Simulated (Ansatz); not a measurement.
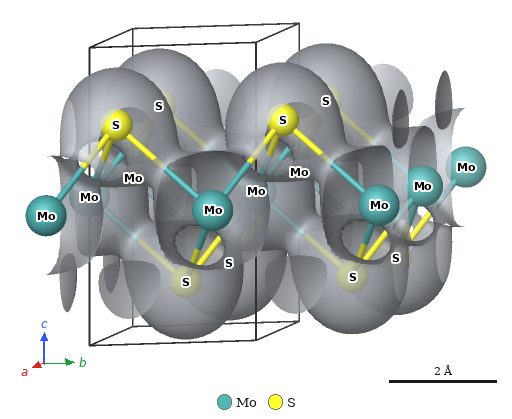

Figure 1: MoS2. Isosurface of the valence electron density at 0.4 e/Å³ (grey), seen slightly off an axis. Sticks mark near contacts.

Space group P-3m1; a structure from a database of computed crystals, not necessarily the ambient phase.

Method: Ansatz, Kohn-Sham DFT of a periodic cell, BLYP with D3(BJ), Ansatz PAW.

In a PAW calculation such maps are meaningful between the atoms, not at the nuclei.

What does this surface tell about the bonding?

Answer. At this value the density is joined into sheets; it holds about 75 % of the electrons treated as valence (semicore included). It bridges the shortest Mo–S (2.43 Å) contacts, where the density stays above the isovalue. On the grid the lowest density along these lines, outside the cores, is 0.55 e/Å³ (Mo–S, 2.43 Å).
